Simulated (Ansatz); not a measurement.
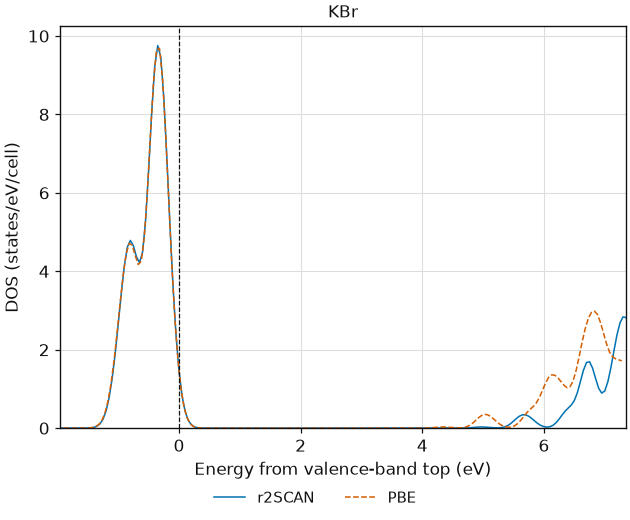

Total densities of states of KBr, space group R-3m (No. 166), 2 atoms in the cell, rocksalt type, shear (111) strain +2.6%, by two methods on the same cell. The curves are built from the levels of the k mesh with Gaussians 0.3 eV wide, which also blur the band edges. Each is counted from its own valence-band top.

**What changes from one method to the other?**

r2SCAN gives a gap of 4.98 eV and PBE gives a gap of 4.34 eV.

Settings. r2SCAN: DFT, r2SCAN, plane waves, PAW, no spin polarisation, 6×6×6 k mesh, 500 eV cutoff (Ansatz). PBE: DFT, PBE, plane waves, PAW, no spin polarisation, 6×6×6 k mesh, 420 eV cutoff (Ansatz 0.2.0).
